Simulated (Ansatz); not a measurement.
# Al: what the fields show

Input file:

```
crystal:
  lattice:
    - [4.5764046746, 0.0, 0.0]
    - [-2.2882023373, 3.9632827062, 0.0]
    - [0.0, 0.0, 2.8382052075]
  atoms:
    - { symbol: Al, position: [1.0, 1.0, 0.0] }
    - { symbol: Al, position: [0.3333333333, 0.6666666667, 0.5] }
    - { symbol: Al, position: [0.6666666667, 0.3333333333, 0.5] }
hamiltonian:
  xc: r2scan
  pseudopotentials:
    kind: paw
    azcp:
      Al: "pseudopotentials/Al.paw.azcp"
basis:
  ecutwfc: 500
  fft_grid_basis: typed
kpoints:
  mp_grid: { grid: [9, 9, 13], shift: [0, 0, 0] }
magnetization:
  spin_polarized: false
scf:
  occupations: { method: fermi_dirac, width: 0.1 }
  lower_state_search: "off"
output:
  stress: true
  write_density: true
  write_potential: true
  elf: true
  volumetric_format: npy
```

Command:

```sh
ansatz run input.yaml --threads 1 --pin off --max-ram 3584MiB --backend cpu --events-out ev --progress --plain --runs-dir out
```

Below, planes, directions and counts refer to the conventional cell (a = 4.58 Å, b = 4.58 Å, c = 2.84 Å, α = 90.00°, β = 90.00°, γ = 120.00°).

Space group P6/mmm; set up as Al, omega (AlB2-type); a generated structure, not necessarily the stable one; changed on purpose from its base cell (volume × 1.04); computed pressure about −3 GPa in this cell; computed without spin polarisation.

All numbers below come from Ansatz 0.2.0, DFT, r2SCAN, plane waves (500 eV) with PAW, scalar-relativistic.

In a PAW calculation such maps are meaningful between the atoms, not at the nuclei.

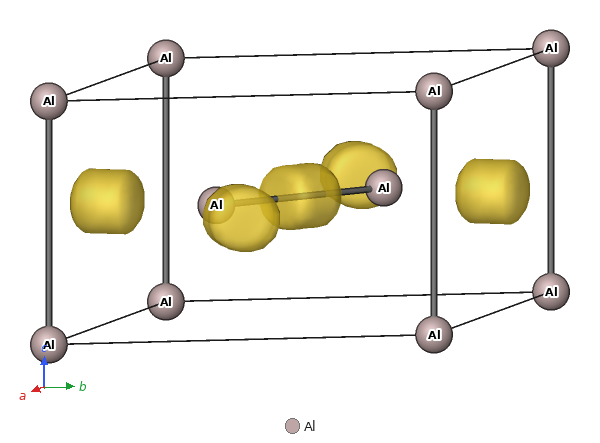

Figure 1. Isosurface of the ELF at 0.7 (yellow), seen slightly off an axis. Only the valence region is drawn (cores and ρ < 0.01 e/Å³ removed). Sticks mark near contacts.

> Describe the localisation domains.

The ELF exceeds this value in three regions between bonded Al–Al atoms, counted in one cell of 3 atoms. Any copies at cell faces, edges or corners count once. Along the contacts the grid gives the following. Al–Al (2.64 Å): the ELF peaks at about 0.75 between the atoms. Al–Al (2.84 Å): the ELF peaks at about 0.60 between the atoms.

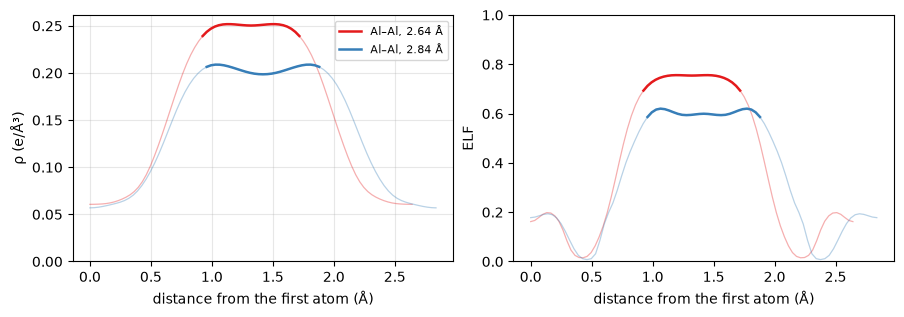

Figure 2. Valence charge density (pseudo) and electron localisation function along straight lines between neighbouring atoms. Thin, pale parts lie inside the atomic spheres.

> Compare the contacts.

Al–Al (2.64 Å): ρ is about 0.25 e/Å³ halfway; the ELF peaks at about 0.75 between the atoms.
Al–Al (2.84 Å): ρ at the midpoint is about 0.2 e/Å³; the ELF peaks at about 0.60 between the atoms.

> Metal or insulator at this level of theory?

It is gapless in this calculation (a metal or semimetal).
